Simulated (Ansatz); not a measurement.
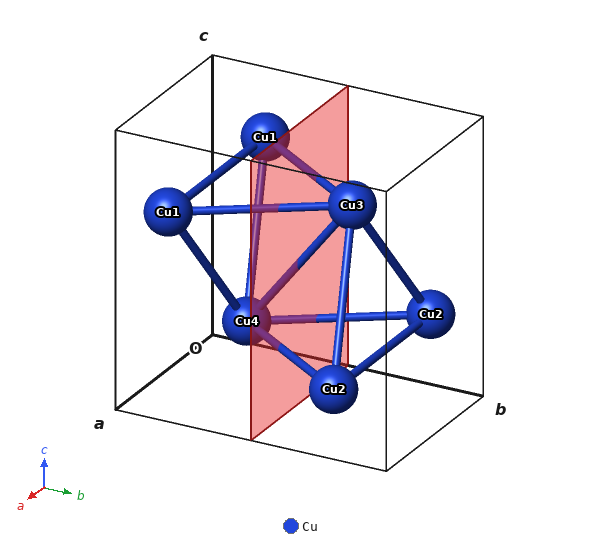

Crystal: Cu, the geometry relaxed with DFT PBE, scalar-relativistic, plane waves, PAW in Ansatz. The shaded plane is a symmetry element of the crystal. Geometry calculated from the standardised cell; symmetry tolerance 0.002 Å.

a = 2.759 Å, b = 4.173 Å, c = 4.173 Å, α = 90.00°, β = 90.00°, γ = 90.00°.

```json
{"atom": "Cu1", "x": "0.0000", "y": "0.1948", "z": "0.7500"}
{"atom": "Cu2", "x": "0.0000", "y": "0.8052", "z": "0.2500"}
{"atom": "Cu3", "x": "0.5000", "y": "0.6948", "z": "0.7500"}
{"atom": "Cu4", "x": "0.5000", "y": "0.3052", "z": "0.2500"}
```

Is it a mirror or a glide plane, and what is the operation?

It is a glide plane with glide vector (0, 0, 1/2), parallel to (0 1 0), through (1/2, 1/2, 1/2): x, y, z → x, −y+1, z+1/2.

Onto which atom does it carry each atom (up to whole multiples of a, b and c)?

Cu1 → Cu2, Cu2 → Cu1, Cu3 → Cu4, Cu4 → Cu3.

What is the crystal's space group?

No. 63, Cmcm.
